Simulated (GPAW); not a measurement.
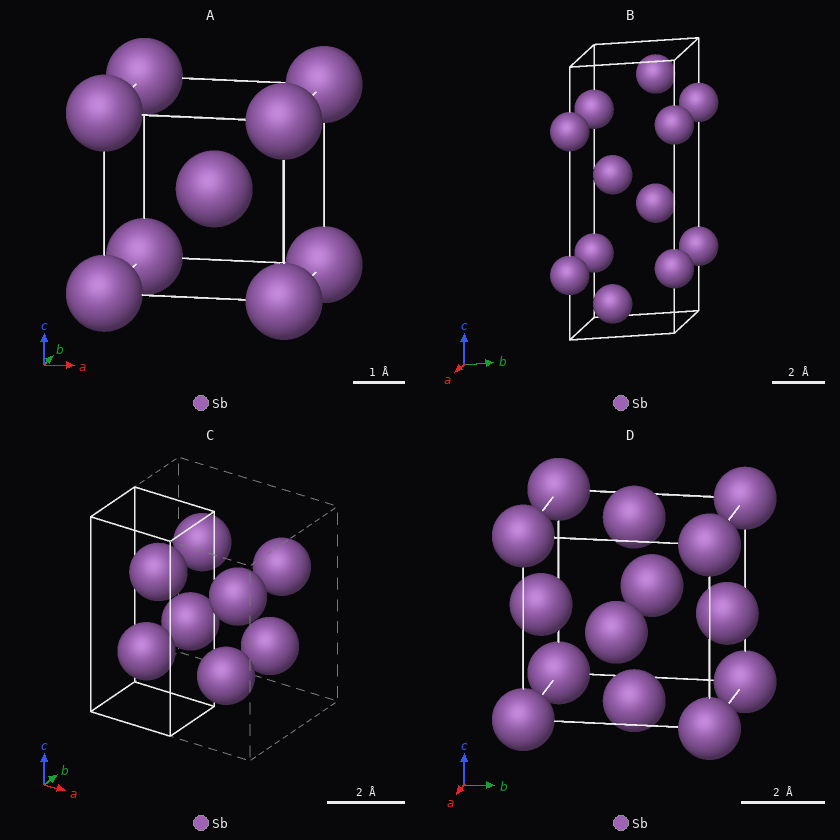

Four structures of Sb, each relaxed (cell and atoms) at zero pressure; conventional cells in solid outline, small ones repeated, each panel with its own scale. Alike in all runs: GPAW 26.7.0; functional PBEsol; dispersion D3(BJ); potentials PAW data sets generated in the run's folder for this functional; cutoff 600 eV; occupations fermi-dirac, width 0.05 eV; no spin polarisation; no spin-orbit coupling. The k meshes have like spacings.

**Give the type and space group of each panel.**

A: body-centred cubic (W type), Im-3m; B: α-arsenic (A7) type, R-3m; C: hexagonal close-packed (Mg type), P6₃/mmc; D: face-centred cubic (Cu type), Fm-3m.

**Which of these is lowest in energy, and how far above it do the others lie?**

B, then A (+94 meV/atom), C (+167 meV/atom) and D (+207 meV/atom), static energies at zero smearing.

**Could pressure favour another of these structures?**

A is denser (24.6 against 28.4 Å³/atom), so pressure favours it. Setting PΔV equal to ΔE at fixed volumes gives a first estimate of 4 GPa for the crossing; compression of both forms, other phases and heat would move it.

**Collect the results in a table.**

| panel | space group | E − E(lowest) (meV/atom) | volume (Å³/atom) |
| --- | --- | --- | --- |
| B | R-3m | 0 | 28.4 |
| A | Im-3m | 94 | 24.6 |
| C | P6₃/mmc | 167 | 24.8 |
| D | Fm-3m | 207 | 24.7 |

The starts are database entries or structure types tried for this composition, and the most stable form need not be among them.

Caveat: later steps reuse the first step's grids.
